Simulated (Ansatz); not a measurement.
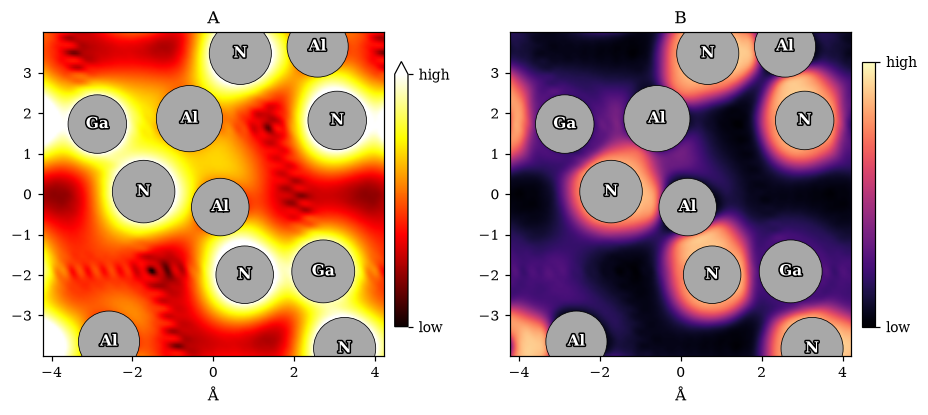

Al5Ga12N16 (cell charge +1, with a compensating background) (cell with a defect): 2 fields on the (010) plane of the calculation cell, with unlabelled colour scales. Grey discs cover the atomic cores.

The calculation used DFT PBEsol, scalar-relativistic, plane waves, PAW in Ansatz 0.2.0.

**The panels show electron localisation function and valence pseudo-density in some order. Assign them.**

Panel A: valence pseudo-density. Panel B: electron localisation function. From the grid: Al–N (1.78 Å): the density is about 0.85 e/Å³ at the midpoint; the ELF peaks at about 0.90 between the atoms. Al–Al (2.32 Å): ρ is about 0.28 e/Å³ halfway; the ELF is about 0.30 at the midpoint.
